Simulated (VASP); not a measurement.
```
Hf H
1.0
     3.20631    0.00000    0.00000
    -1.60316    2.77675    0.00000
     0.00000    0.00000    5.32821
Hf H
2 2
Direct
  0.33332 0.66666 0.75000
  0.66666 0.33332 0.25000
  0.99999 0.99999 0.00000
  0.99999 0.99999 0.50000
```

Space group P6₃/mmc; a generated structure, not necessarily the stable one.

All numbers below come from Kohn-Sham DFT of a periodic cell, PBE, VASP PAW PBE potentials, recommended (VASP).

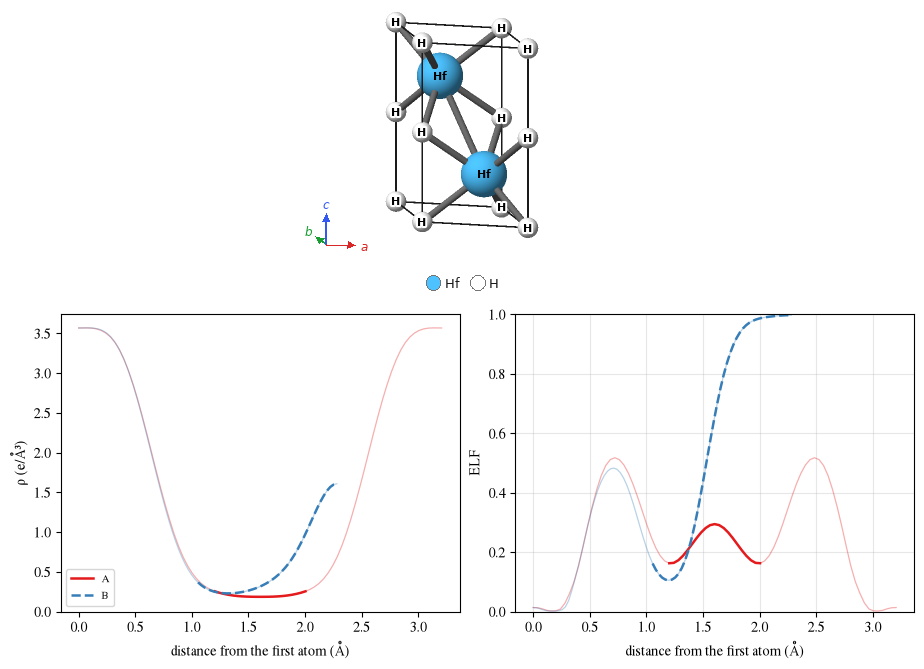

HfH. Valence pseudo-density and electron localisation function along straight lines between neighbouring atoms. Thin, pale parts lie inside the atomic spheres. The structure is drawn too.

Core electrons are frozen (PAW), and the valence fields are smoothed inside the atomic spheres.

Q: Which curve belongs to which contact (Hf–H and Hf–Hf)? The first atom named is at distance zero.

A: Curve A: Hf–Hf (3.21 Å): the density is about 0.19 e/Å³ at the midpoint; the ELF is about 0.30 at the midpoint; no shared electron pair shows on this line. Curve B: Hf–H (2.28 Å): the density is about 0.28 e/Å³ at the midpoint; the ELF climbs to about 1 towards the hydrogen: a hydride-like H with a filled shell, bound largely ionically.
